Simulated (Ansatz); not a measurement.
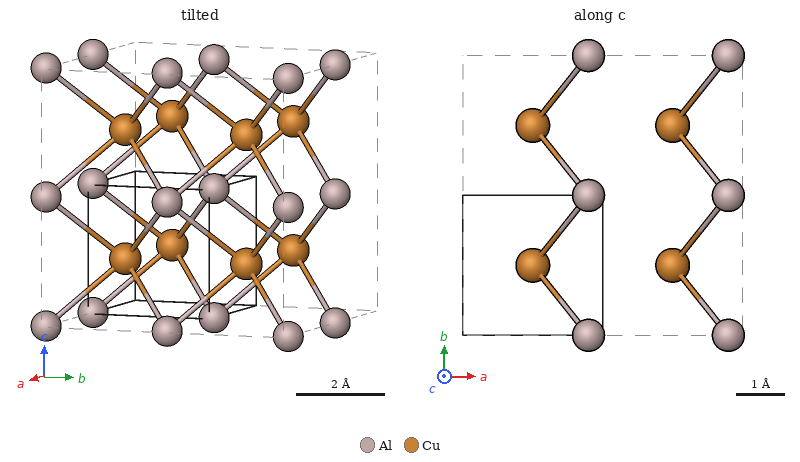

Crystal structure, ball-and-stick style, seen slightly off an axis and along the c axis. Solid lines give the simulation cell, repeated here 2×2×2 times.

The run was set up as follows:
```yaml
crystal:
  lattice:
    - [2.9568445749, 0.0, 0.0]
    - [0.0, 2.9568445749, 0.0]
    - [0.0, 0.0, 2.9568445749]
  atoms:
    - { symbol: Al, position: [-0.1014595094, 0.0, 0.0] }
    - { symbol: Cu, position: [0.5, 0.5, 0.5] }
basis:
  ecutwfc: 500
kpoints:
  mp_grid: { grid: [20, 20, 20] }
hamiltonian:
  xc: r2scan
scf:
  occupations: { method: gaussian, width: 0.15 }
output:
  forces: true
  stress: true
  eigenvalues: true
```
Run as:
```sh
ansatz run input.yaml --threads 2 --pin off --max-ram 5120MiB --backend cpu --events-out ev --progress --plain --runs-dir out
```

Method used: DFT r2SCAN, scalar-relativistic, plane waves, PAW in Ansatz. It ran with a 500 eV plane-wave basis, a 20×20×20 k-point mesh, Gaussian smearing of 0.15 eV, no spin polarisation.

### Does it come out as a metal, or with a gap?

A metal: bands cross the Fermi level.

### How far is the cell from zero pressure?

The computed pressure is 4.7 GPa (compressed: it would expand). The stress isn't hydrostatic: its largest component is 6.1 GPa.

The cell started as a structure listed in the Materials Project. The cell was then strained or its atoms displaced on purpose. It went into a calculation with Ansatz.

At this level of theory the run's own cell isn't at rest (compressed, at 5 GPa and forces up to 1.4 eV/Å), so its distances can differ from those at equilibrium, the more so the softer the solid.
